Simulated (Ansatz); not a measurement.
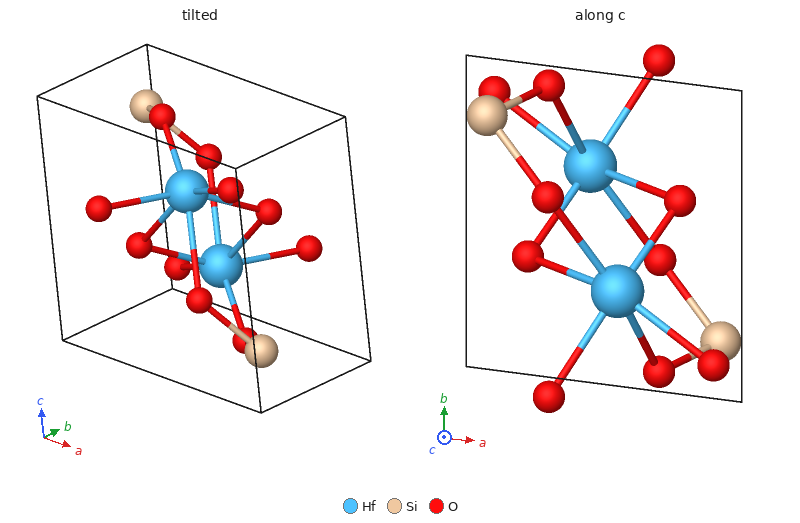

Crystal structure, ball-and-stick style, seen slightly off an axis and along the c axis. One conventional unit cell is framed, with atoms on its boundary repeated.

HfSiO4, space group P-1 (No. 2), a = 4.65 Å, b = 5.25 Å, c = 5.38 Å, α = 103.12°, β = 100.85°, γ = 94.59°.

Results below were computed with DFT, PBE with spin-orbit coupling, plane waves, PAW in Ansatz; the settings were wavefunction cutoff 420 eV, k-points about 0.23 Å⁻¹ apart, no moments seeded, so the run stays non-magnetic, spinor wavefunctions.

Q: Predict the gap.

A: An insulator at this level, with a gap of 4.64 eV, indirect; the smallest direct gap is 4.78 eV.

Q: What is the computed pressure?

A: The computed pressure is 6.4 GPa (compressed: it would expand).

The initial geometry was a structure type filled with these elements by a generator (whether the compound takes this form wasn't checked). Earlier steps of the study may have refined or changed the cell and positions. A calculation with Ansatz used it as input.

At this level of theory the cell isn't at rest (compressed, at 6 GPa), so its distances can differ from those at equilibrium, the more so the softer the solid.
